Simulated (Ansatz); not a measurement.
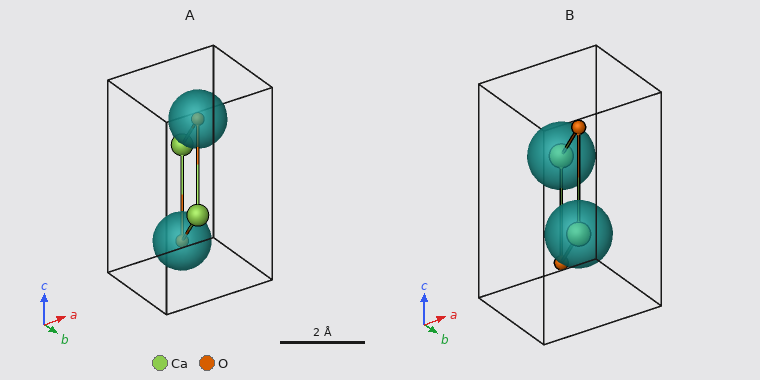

CaO: densities of the states in two energy windows, as isosurfaces (each at a level of its own) in the conventional cell.

Space group P6_3/mmc. The cell comes from a database of computed structures, not from a measurement.

Method: DFT PBE, scalar-relativistic, plane waves, PAW in Ansatz.

Core electrons are frozen (PAW), so the fields are smoothed inside the atomic spheres.

**The windows, about the valence-band maximum, are −19.5 to −18.4 eV and −15.4 to −14.4 eV. Which panel shows which?**

Panel A: −15.4 to −14.4 eV, a separate group of bands (semicore or deep states), mainly O 2s (85 %) and Ca 3p (10 %).
Panel B: −19.5 to −18.4 eV, a separate group of bands (semicore or deep states), mainly Ca 3p (95 %).
The characters are Löwdin shares on a minimal set of atomic orbitals.

Run time: 6.6 s on 1 thread of Arm Neoverse N1, with other jobs on the host, peak memory 0.32 GiB.
